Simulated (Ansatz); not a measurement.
System: Ga3Sb.

Input file:

```
crystal:
  lattice:
    - [-2.158799, 2.158799, 4.760484]
    - [2.158799, -2.158799, 4.760484]
    - [2.158799, 2.158799, -4.760484]
  atoms:
    - { symbol: Ga, position: [0.75, 0.25, 0.5] }
    - { symbol: Ga, position: [0.25, 0.75, 0.5] }
    - { symbol: Ga, position: [0.5, 0.5, 0.0] }
    - { symbol: Sb, position: [0.0, 0.0, 0.0] }
basis:
  ecutwfc: 520
kpoints:
  mp_grid: { grid: [14, 14, 14] }
hamiltonian:
  xc: pbesol
scf:
  occupations: { method: gaussian, width: 0.1 }
output:
  forces: true
  stress: true
  eigenvalues: true
  write_density: true
  write_potential: true
  elf: true
  volumetric_format: npy
```

Run with:

```sh
ansatz run input.yaml --threads 1 --pin off --max-ram 2560MiB --backend cpu --events-out ev --progress --plain --runs-dir out
```

Below, planes, directions and counts refer to the conventional cell (a = 4.32 Å, b = 4.32 Å, c = 9.52 Å, α = 90.00°, β = 90.00°, γ = 90.00°).

Space group I4/mmm; a structure from a database of computed crystals, not necessarily the ambient phase; computed pressure about −3 GPa in this cell.

Method: DFT PBEsol, scalar-relativistic, plane waves, PAW (Ansatz 0.2.0).

What can the converged valence pseudo-density and electron localisation function tell about the bonding?

Answer. Ga–Sb (3.21 Å): the density is about 0.16 e/Å³ at the midpoint; the ELF is about 0.35 at the midpoint.

Does the calculation make it a metal, or give it a gap?

Answer. It is gapless in this calculation (a metal or semimetal).

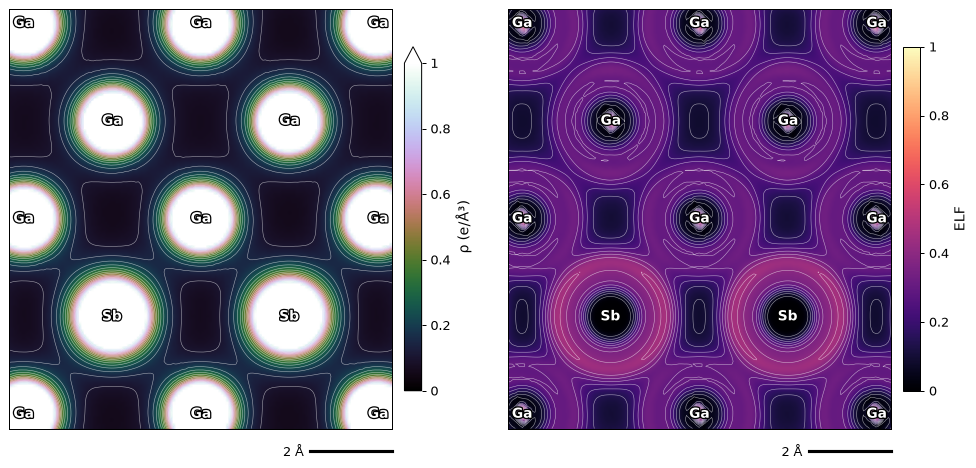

Computed valence pseudo-density and electron localisation function on the (100) plane of the conventional cell, in this order. 

In a PAW calculation such maps are meaningful between the atoms, not at the nuclei.
